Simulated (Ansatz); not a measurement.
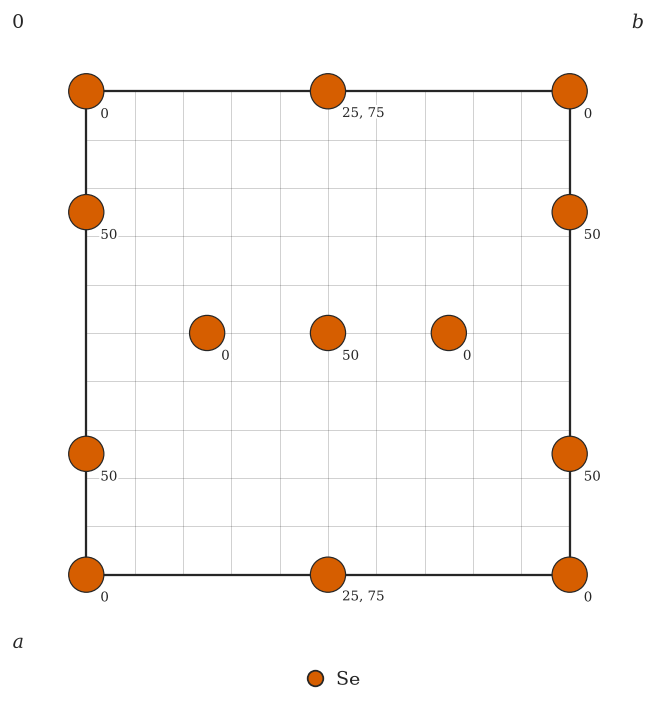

Plan of a unit cell projected along c (a down the page, b across); the numbers are heights in hundredths of c, and atoms on the cell's edges are repeated. The grid marks tenths of a and b. Source: the input geometry of an electronic-structure calculation (not necessarily at equilibrium); the starting structure was generated, so it need not be a known form of this composition. The drawing is computed from the coordinates (standard cell, symmetry found to 0.002 Å).

a = 5.503 Å, b = 5.503 Å, c = 5.503 Å, α = 90.00°, β = 90.00°, γ = 90.00°.

What does the cell contain?

Answer. 8 Se: Se, Z = 8.

Give the fractional coordinates of all atoms, to two places.

Answer.
```json
{"atom": "Se", "x": "0.00", "y": "0.00", "z": "0.00"}
{"atom": "Se", "x": "0.50", "y": "0.50", "z": "0.50"}
{"atom": "Se", "x": "0.25", "y": "0.00", "z": "0.50"}
{"atom": "Se", "x": "0.75", "y": "0.00", "z": "0.50"}
{"atom": "Se", "x": "0.50", "y": "0.25", "z": "0.00"}
{"atom": "Se", "x": "0.50", "y": "0.75", "z": "0.00"}
{"atom": "Se", "x": "0.00", "y": "0.50", "z": "0.25"}
{"atom": "Se", "x": "0.00", "y": "0.50", "z": "0.75"}
```
